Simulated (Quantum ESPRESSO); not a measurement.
## Run report: Cu, workfunction calculation (part 1 of 2)

The run: workfunction calculation of Cu (slab, 6 atoms in the cell). Method and program: Kohn-Sham DFT of a periodic cell, PBE, Ansatz NC SR PBE, no spin polarisation (Quantum ESPRESSO 7.5).

The structure derives from a Materials Project entry.

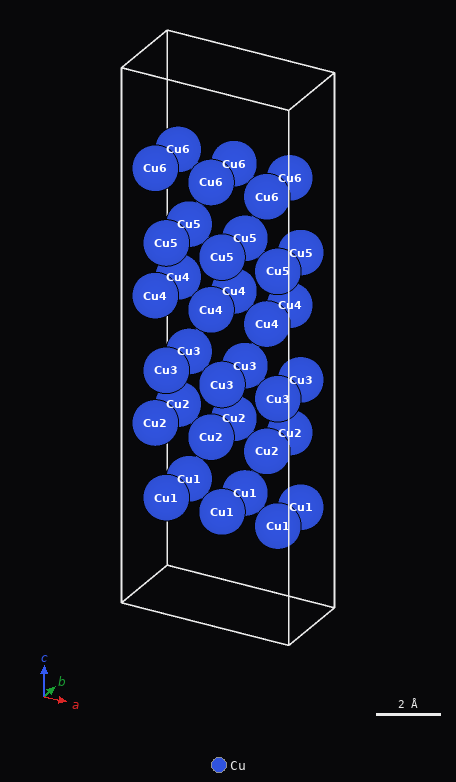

Fig. 1: The structure (spheres-only view of the 3 × 2 repeat of the cell, with the vacuum cut short, seen slightly off an axis; atoms are numbered from 1 in the order of the input). An atom can appear more than once, as a periodic image.

Input
```
&CONTROL
  calculation = 'scf'
  prefix = 'pwscf'
  outdir = './tmp'
  pseudo_dir = './pseudo'
  tprnfor = .true.
  disk_io = 'low'
/
&SYSTEM
  ibrav = 0
  celldm(1) = 8
  nat = 6
  ntyp = 1
  ecutwfc = 92
  nbnd = 73
  occupations = 'smearing'
  smearing = 'fd'
  degauss = 0.00367493
/
&ELECTRONS
  conv_thr = 6d-09
  electron_maxstep = 150
  mixing_beta = 0.3
  mixing_mode = 'local-TF'
/
ATOMIC_SPECIES
Cu    63.5460 Cu.upf
CELL_PARAMETERS alat
  0.5985935849076  -0.0000000000000   0.0000000000000
 -0.2992967924522   0.5183972510715   0.0000000000000
  0.0000000000000   0.0000000000000   5.9718717518228
ATOMIC_POSITIONS crystal
Cu     0.6666666700    0.3333333400    0.2966604635
Cu     0.3333333300    0.6666666600    0.3779962781
Cu     0.6666666700    0.3333333400    0.4593320927
Cu     0.3333333300    0.6666666600    0.5406679073
Cu     0.6666666700    0.3333333400    0.6220037219
Cu     0.3333333300    0.6666666600    0.7033395365
K_POINTS automatic
12 12 1 0 0 0
```

File pp_density.in
```
&INPUTPP
  prefix = 'pwscf'
  outdir = './tmp'
  filplot = 'density.dat'
  plot_num = 0
/
&PLOT
  nfile = 1
  filepp(1) = 'density.dat'
  iflag = 3
  output_format = 6
  fileout = 'density.cube'
/
```

File pp_potential.in
```
&INPUTPP
  prefix = 'pwscf'
  outdir = './tmp'
  filplot = 'potential.dat'
  plot_num = 11
/
&PLOT
  nfile = 1
  filepp(1) = 'potential.dat'
  iflag = 3
  output_format = 6
  fileout = 'potential.cube'
/
```

File pp_elf.in
```
&INPUTPP
  prefix = 'pwscf'
  outdir = './tmp'
  filplot = 'elf.dat'
  plot_num = 8
/
&PLOT
  nfile = 1
  filepp(1) = 'elf.dat'
  iflag = 3
  output_format = 6
  fileout = 'elf.cube'
/
```

Machine: 1 thread of Intel Xeon (Granite Rapids), 16 GiB of memory available, shared host.

Launch command:
```bash
OMP_NUM_THREADS=1 pw.x -in pw.in > pw.out
OMP_NUM_THREADS=1 pp.x -in pp_density.in > pp_density.out
OMP_NUM_THREADS=1 pp.x -in pp_potential.in > pp_potential.out
OMP_NUM_THREADS=1 pp.x -in pp_elf.in > pp_elf.out
```

The program's output
```
This program is part of the open-source Quantum ESPRESSO suite
     for quantum simulation of materials; please cite
         "P. Giannozzi et al., J. Phys.:Condens. Matter 21 395502 (2009);
         "P. Giannozzi et al., J. Phys.:Condens. Matter 29 465901 (2017);
         "P. Giannozzi et al., J. Chem. Phys. 152 154105 (2020);
          URL
     in publications or presentations arising from this work. More details at

     Message from routine setup:
     using ibrav=0 with symmetry is DISCOURAGED, use correct ibrav instead

     G-vector sticks info
     --------------------
     sticks:   dense  smooth     PW     G-vecs:    dense   smooth      PW
     Sum         583     583    163               113301   113301   18165

     Using Slab Decomposition

     bravais-lattice index     =            0
     lattice parameter (alat)  =       8.0000  a.u.
     unit-cell volume          =     948.8011 (a.u.)^3
     number of atoms/cell      =            6
     number of atomic types    =            1
     number of electrons       =       114.00
     number of Kohn-Sham states=           73
     kinetic-energy cutoff     =      92.0000  Ry
     charge density cutoff     =     368.0000  Ry
     scf convergence threshold =      6.0E-09
     mixing beta               =       0.3000
     number of iterations used =            8  local-TF  mixing
     Exchange-correlation= PBE
                           (   1   4   3   4   0   0   0)

     celldm(1)=   8.000000  celldm(2)=   0.000000  celldm(3)=   0.000000
     celldm(4)=   0.000000  celldm(5)=   0.000000  celldm(6)=   0.000000

     crystal axes: (cart. coord. in units of alat)
               a(1) = (   0.598594  -0.000000   0.000000 )
               a(2) = (  -0.299297   0.518397   0.000000 )
               a(3) = (   0.000000   0.000000   5.971872 )

     reciprocal axes: (cart. coord. in units 2 pi/alat)
               b(1) = (  1.670583  0.964511 -0.000000 )
               b(2) = (  0.000000  1.929023 -0.000000 )
               b(3) = ( -0.000000 -0.000000  0.167452 )

     PseudoPot. # 1 for Cu read from file:
     Cu.upf
     Pseudo is Norm-conserving + core correction, Zval = 19.0
     Ansatz make-channels, of a published file: Generated using ONCVPSP code by D. R.
     Using radial grid of 1492 points,  7 beta functions with:
                l(1) =   0
                l(2) =   0
                l(3) =   1
                l(4) =   1
                l(5) =   2
                l(6) =   2
                l(7) =   3

     atomic species   valence    mass     pseudopotential
     Cu               19.00    63.54600     Cu( 1.00)

     12 Sym. Ops., with inversion, found

   Cartesian axes

     site n.     atom                  positions (alat units)
         1        Cu     tau(   1) = (   0.2992968   0.1727991   1.7716182  )
         2        Cu     tau(   2) = (   0.0000000   0.3455982   2.2573453  )
         3        Cu     tau(   3) = (   0.2992968   0.1727991   2.7430723  )
         4        Cu     tau(   4) = (   0.0000000   0.3455982   3.2287994  )
         5        Cu     tau(   5) = (   0.2992968   0.1727991   3.7145265  )
         6        Cu     tau(   6) = (   0.0000000   0.3455982   4.2002535  )

     number of k points=    19  Fermi-Dirac smearing, width (Ry)=  0.0037
                       cart. coord. in units 2pi/alat
        k(    1) = (   0.0000000   0.0000000   0.0000000), wk =   0.0138889
        k(    2) = (   0.0000000   0.1607519   0.0000000), wk =   0.0833333
        k(    3) = (   0.0000000   0.3215038   0.0000000), wk =   0.0833333
        k(    4) = (   0.0000000   0.4822556   0.0000000), wk =   0.0833333
        k(    5) = (   0.0000000   0.6430075   0.0000000), wk =   0.0833333
        k(    6) = (   0.0000000   0.8037594   0.0000000), wk =   0.0833333
        k(    7) = (   0.0000000  -0.9645113   0.0000000), wk =   0.0416667
        k(    8) = (   0.1392152   0.2411278   0.0000000), wk =   0.0833333
        k(    9) = (   0.1392152   0.4018797   0.0000000), wk =   0.1666667
        k(   10) = (   0.1392152   0.5626316   0.0000000), wk =   0.1666667
        k(   11) = (   0.1392152   0.7233835   0.0000000), wk =   0.1666667
        k(   12) = (   0.1392152   0.8841353   0.0000000), wk =   0.1666667
        k(   13) = (   0.2784304   0.4822556   0.0000000), wk =   0.0833333
        k(   14) = (   0.2784304   0.6430075   0.0000000), wk =   0.1666667
        k(   15) = (   0.2784304   0.8037594   0.0000000), wk =   0.1666667
        k(   16) = (   0.2784304   0.9645113   0.0000000), wk =   0.0833333
        k(   17) = (   0.4176456   0.7233835   0.0000000), wk =   0.0833333
        k(   18) = (   0.4176456   0.8841353   0.0000000), wk =   0.1666667
        k(   19) = (   0.5568609   0.9645113   0.0000000), wk =   0.0277778

     Dense  grid:   113301 G-vectors     FFT dimensions: (  30,  30, 300)

     Initial potential from superposition of free atoms

     starting charge     113.9980, renormalised to     114.0000

     negative rho (up, down):  1.375E-05 0.000E+00
     Starting wfcs are   60 randomized atomic wfcs +   13 random wfcs

     Self-consistent Calculation

     iteration #  1     ecut=    92.00 Ry     beta= 0.30
     Davidson diagonalization with overlap
     ethr =  1.00E-02,  avg # of iterations =  6.2

     negative rho (up, down):  4.493E-04 0.000E+00

     total energy              =   -2277.06503237 Ry
     estimated scf accuracy    <       1.46154772 Ry

     iteration #  2     ecut=    92.00 Ry     beta= 0.30
     Davidson diagonalization with overlap
     ethr =  1.28E-03,  avg # of iterations =  1.1

     negative rho (up, down):  8.591E-05 0.000E+00

     total energy              =   -2276.99741353 Ry
     estimated scf accuracy    <       0.38775683 Ry

     iteration #  3     ecut=    92.00 Ry     beta= 0.30
     Davidson diagonalization with overlap
     ethr =  3.40E-04,  avg # of iterations =  2.3

     total energy              =   -2277.04905556 Ry
     estimated scf accuracy    <       0.04296763 Ry

     iteration #  4     ecut=    92.00 Ry     beta= 0.30
     Davidson diagonalization with overlap
     ethr =  3.77E-05,  avg # of iterations =  5.2

     total energy              =   -2277.04861435 Ry
     estimated scf accuracy    <       0.01119177 Ry

     iteration #  5     ecut=    92.00 Ry     beta= 0.30
     Davidson diagonalization with overlap
     ethr =  9.82E-06,  avg # of iterations =  5.6

     total energy              =   -2277.04915490 Ry
     estimated scf accuracy    <       0.00068193 Ry

     iteration #  6     ecut=    92.00 Ry     beta= 0.30
     Davidson diagonalization with overlap
     ethr =  5.98E-07,  avg # of iterations =  3.4

     total energy              =   -2277.04916320 Ry
     estimated scf accuracy    <       0.00050797 Ry

     iteration #  7     ecut=    92.00 Ry     beta= 0.30
     Davidson diagonalization with overlap
     ethr =  4.46E-07,  avg # of iterations =  2.7

     total energy              =   -2277.04907956 Ry
     estimated scf accuracy    <       0.00020947 Ry

     iteration #  8     ecut=    92.00 Ry     beta= 0.30
     Davidson diagonalization with overlap
     ethr =  1.84E-07,  avg # of iterations =  5.4

     total energy              =   -2277.04907932 Ry
     estimated scf accuracy    <       0.00009352 Ry

     iteration #  9     ecut=    92.00 Ry     beta= 0.30
     Davidson diagonalization with overlap
     ethr =  8.20E-08,  avg # of iterations =  1.2

     total energy              =   -2277.04909067 Ry
     estimated scf accuracy    <       0.00005136 Ry

     iteration # 10     ecut=    92.00 Ry     beta= 0.30
     Davidson diagonalization with overlap
     ethr =  4.51E-08,  avg # of iterations =  2.4

     negative rho (up, down):  1.015E-06 0.000E+00

     total energy              =   -2277.04911051 Ry
     estimated scf accuracy    <       0.00001470 Ry

     iteration # 11     ecut=    92.00 Ry     beta= 0.30
     Davidson diagonalization with overlap
     ethr =  1.29E-08,  avg # of iterations =  4.7

     negative rho (up, down):  2.213E-05 0.000E+00

     total energy              =   -2277.04911648 Ry
     estimated scf accuracy    <       0.00000772 Ry

     iteration # 12     ecut=    92.00 Ry     beta= 0.30
     Davidson diagonalization with overlap
     ethr =  6.77E-09,  avg # of iterations =  3.1

     negative rho (up, down):  8.179E-06 0.000E+00

     total energy              =   -2277.04911946 Ry
     estimated scf accuracy    <       0.00000055 Ry

     iteration # 13     ecut=    92.00 Ry     beta= 0.30
     Davidson diagonalization with overlap
     ethr =  4.79E-10,  avg # of iterations =  2.5

     total energy              =   -2277.04912071 Ry
     estimated scf accuracy    <       0.00000011 Ry

     iteration # 14     ecut=    92.00 Ry     beta= 0.30
     Davidson diagonalization with overlap
     ethr =  9.86E-11,  avg # of iterations =  3.4

     total energy              =   -2277.04912089 Ry
     estimated scf accuracy    <       0.00000002 Ry

     iteration # 15     ecut=    92.00 Ry     beta= 0.30
     Davidson diagonalization with overlap
     ethr =  1.51E-11,  avg # of iterations =  3.0

     End of self-consistent calculation

          k = 0.0000 0.0000 0.0000 ( 14263 PWs)   bands (ev):

  -106.1734-106.1732-106.1423-106.1340-105.9673-105.9673 -63.5924 -63.5768
   -63.5303 -63.4983 -63.4983 -63.4982 -63.4982 -63.4838 -63.4670 -63.4670
   -63.4577 -63.4577 -63.3262 -63.3262 -63.3262 -63.3262 -63.2785 -63.2784
    -2.9606  -2.3235  -1.2977  -0.0949   0.8442   1.1802   3.2340   3.2579
     3.3909   3.3978   3.3978   3.4201   3.4201   3.4621   3.4621   3.4669
     3.5691   3.5691   3.6780   3.6780   3.7024   3.7024   4.0169   4.0711
     4.0711   4.2793   4.2793   4.5081   4.5081   4.6866   4.6866   4.7754
     4.7754   4.7898   4.7898   5.4971   5.9864  10.6908  10.7585  12.0043
    12.0200  13.9087  14.2812  16.6260  17.0213  19.9955  20.2162  23.8136
    23.8801

          k = 0.0000 0.1608 0.0000 ( 14211 PWs)   bands (ev):

  -106.1726-106.1725-106.1415-106.1334-105.9665-105.9665 -63.5904 -63.5758
   -63.5311 -63.5052 -63.5035 -63.4999 -63.4997 -63.4846 -63.4718 -63.4687
   -63.4633 -63.4589 -63.3322 -63.3322 -63.3277 -63.3277 -63.2779 -63.2778
    -2.7335  -2.1015  -1.0849   0.1046   1.0219   1.3259   3.1376   3.1832
     3.2805   3.3137   3.4046   3.4191   3.4361   3.4699   3.4916   3.5394
     3.5923   3.6040   3.6366   3.6602   3.7470   3.7753   3.8197   4.0388
     4.0404   4.2536   4.2584   4.4359   4.4938   4.5148   4.6497   4.6827
     4.7808   4.8046   5.0215   6.0017   6.6057  10.8551  10.9717  12.1887
    12.2088  14.1193  14.4633  16.8341  17.2136  20.1976  20.4139  24.0050
    24.0770

          k = 0.0000 0.3215 0.0000 ( 14177 PWs)   bands (ev):

  -106.1706-106.1705-106.1393-106.1319-105.9646-105.9646 -63.5847 -63.5732
   -63.5357 -63.5228 -63.5164 -63.5044 -63.5041 -63.4927 -63.4804 -63.4780
   -63.4732 -63.4624 -63.3486 -63.3486 -63.3319 -63.3319 -63.2762 -63.2762
    -2.0692  -1.4569  -0.4780   0.6531   1.4941   1.6997   2.9052   2.9281
     3.0966   3.1494   3.1731   3.3125   3.3563   3.4568   3.5509   3.6477
     3.6578   3.6606   3.7041   3.7576   3.7792   3.8971   3.9137   3.9737
     4.0629   4.0687   4.2437   4.2546   4.4677   4.4813   4.6705   4.7912
     4.8373   4.8681   5.6090   6.8999   7.8176  11.3399  11.6114  12.7283
    12.8233  14.7509  15.0159  17.4540  17.7853  20.7674  20.9747  20.9937
    21.5889

          k = 0.0000 0.4823 0.0000 ( 14159 PWs)   bands (ev):

  -106.1678-106.1677-106.1362-106.1300-105.9620-105.9620 -63.5769 -63.5707
   -63.5504 -63.5460 -63.5281 -63.5108 -63.5104 -63.5100 -63.4953 -63.4850
   -63.4793 -63.4673 -63.3707 -63.3707 -63.3376 -63.3376 -63.2741 -63.2741
    -1.0342  -0.4767   0.3872   1.3243   1.9851   2.0534   2.5837   2.7150
     2.9206   2.9497   3.0070   3.2374   3.3224   3.3737   3.5810   3.6627
     3.6745   3.7044   3.7515   3.7640   3.9168   4.0497   4.1496   4.1628
     4.2439   4.3017   4.3320   4.3898   4.4950   4.6142   4.6659   4.8016
     4.8690   5.2228   6.3440   7.9741   9.3146  12.1422  12.6755  13.6907
    13.8452  15.7881  15.9233  17.1956  17.7635  18.3107  18.5738  18.9790
    20.1108

          k = 0.0000 0.6430 0.0000 ( 14086 PWs)   bands (ev):

  -106.1650-106.1650-106.1330-106.1282-105.9594-105.9594 -63.5756 -63.5720
   -63.5677 -63.5646 -63.5399 -63.5275 -63.5164 -63.5159 -63.5055 -63.4898
   -63.4853 -63.4722 -63.3927 -63.3927 -63.3432 -63.3432 -63.2719 -63.2719
     0.1854   0.5893   1.1500   1.6768   2.0481   2.0789   2.3703   2.5875
     2.7338   2.8011   2.8974   3.4463   3.4996   3.5176   3.5505   3.6942
     3.7319   3.7679   4.0129   4.0838   4.1233   4.2876   4.4884   4.5140
     4.5341   4.5692   4.6068   4.6759   4.6907   4.7235   4.8322   4.8469
     4.8964   5.8143   7.3113   9.1875  11.0420  12.9727  14.0132  14.0993
    14.3902  15.1399  15.2362  15.3232  16.3459  17.0490  17.4405  18.4589
    19.9816

          k = 0.0000 0.8038 0.0000 ( 14124 PWs)   bands (ev):

  -106.1630-106.1630-106.1304-106.1270-105.9575-105.9575 -63.5890 -63.5862
   -63.5744 -63.5652 -63.5463 -63.5365 -63.5208 -63.5203 -63.5085 -63.4946
   -63.4897 -63.4759 -63.4087 -63.4087 -63.3474 -63.3474 -63.2704 -63.2704
     1.1296   1.2555   1.4851   1.7389   1.9268   1.9794   2.2833   2.4898
     2.6168   2.6336   2.8555   3.4281   3.4643   3.6788   3.6801   3.7060
     3.9401   4.0175   4.1990   4.3745   4.5787   4.6541   4.7242   4.7893
     4.8086   4.8485   4.8718   4.8999   4.9641   4.9757   5.2807   5.3796
     5.7188   6.8637   8.2861   9.4927  11.7648  11.9049  12.4548  12.9132
    13.5485  14.5848  15.0030  16.1877  16.5253  17.3098  17.6919  18.7419
    19.3681

          k = 0.0000-0.9645 0.0000 ( 14128 PWs)   bands (ev):

  -106.1622-106.1622-106.1294-106.1267-105.9568-105.9568 -63.5947 -63.5922
   -63.5774 -63.5673 -63.5459 -63.5389 -63.5224 -63.5218 -63.5087 -63.4968
   -63.4913 -63.4772 -63.4145 -63.4145 -63.3489 -63.3489 -63.2698 -63.2698
     1.3905   1.4073   1.5909   1.7365   1.8618   1.9547   2.2819   2.4687
     2.5325   2.5973   2.8480   3.3926   3.4330   3.6571   3.7448   3.8249
     4.0112   4.0691   4.3465   4.3874   4.6809   4.7052   4.8380   4.8665
     4.8842   4.9040   4.9391   4.9747   5.0552   5.0563   6.4139   6.4223
     6.8229   7.4724   7.9087   8.0651  11.4018  11.4713  12.2077  12.3650
    13.6046  13.7749  14.6057  16.7528  17.3882  18.2563  18.5604  18.6629
    19.5615

          k = 0.1392 0.2411 0.0000 ( 14167 PWs)   bands (ev):
```
